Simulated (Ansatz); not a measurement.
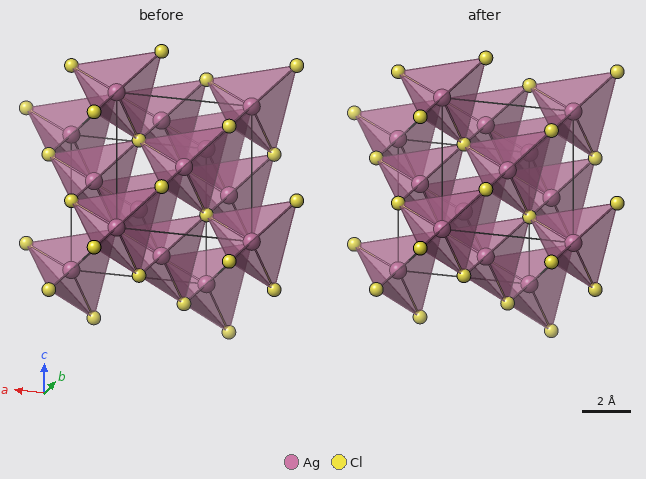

The structure of a crystal of AgCl (built on the zincblende type) before (left) and after (right) a relaxation, at one scale.

A polyhedral model of the conventional cell (4 times the calculation's cell), seen from a free direction. Lengths and directions refer to the drawn axes.

All numbers below come from DFT, PBEsol, plane waves, PAW (Ansatz 0.2.0).

The input:
```yaml
crystal:
  lattice:
    - [0.0, 3.0293613601, 3.0293613601]
    - [3.0293613601, 0.0, 3.0293613601]
    - [3.0293613601, 3.0293613601, 0.0]
  atoms:
    - { symbol: Ag, position: [0.0, 0.0, 0.0] }
    - { symbol: Cl, position: [0.25, 0.25, 0.25] }
kpoints:
  mp_grid: { grid: [6, 6, 6] }
hamiltonian:
  xc: pbesol
scf:
  occupations: { method: fermi_dirac, width: 0.02 }
relax:
  f_tol: 0.005
  cell: {}
```

Launched with:
```bash
ansatz run input.yaml --threads 2 --pin off --max-ram 2211MiB --backend cpu --events-out ev --progress --plain --runs-dir out
```

Question: Summarise the run.

Answer: The atoms keep their places relative to the cell (all moves are under 0.005 Å). The volume changes by −8.3 %, with a = b = c 6.059 → 5.887 Å (−2.8 %). Some distances before and after: Ag1–Cl2 2.624 → 2.549 Å. The space group stays F-43m (No. 216). After 3 accepted moves (4 points after the start) the energy has fallen by 21.3 meV per atom. All forces vanish by symmetry, so only the cell relaxes. The pressure goes from −2.71 to 0.00 GPa. The SCF was repeated once at an unchanged geometry on a basis and grid sized afresh for the cell, which shifted the energy by 0.3 meV per atom at most. The run took 3.6 s on 2 threads of Arm Neoverse V1, on a shared host, peak memory 0.31 GiB.
